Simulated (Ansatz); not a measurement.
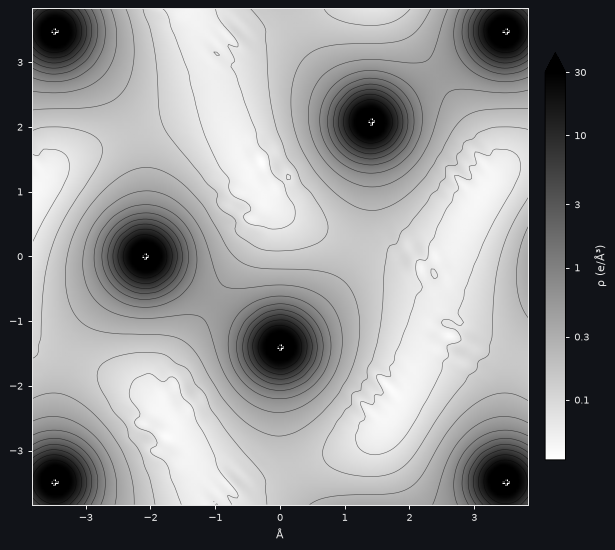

The valence pseudo-density on a plane through atoms (crosses mark nuclei in the plane).

The calculation used DFT r2SCAN, scalar-relativistic, plane waves, PAW (Ansatz).

Candidates:
A. AlN, a = 4.37 Å, b = 4.37 Å, c = 4.37 Å, α = 90.00°, β = 90.00°, γ = 90.00°. Space group F-43m; a structure from a database of computed crystals, not necessarily the ambient phase.
B. Ge, a = 6.97 Å, b = 6.97 Å, c = 6.97 Å, α = 90.00°, β = 90.00°, γ = 90.00°. Space group Ia-3; a structure from a database of computed crystals, not necessarily the ambient phase.

Q: Which candidate gave the map?

A: Candidate B: Ge on the (100) plane of the conventional cell, which holds Ge. Ge–Ge (2.51 Å): ρ is about 0.46 e/Å³ halfway.
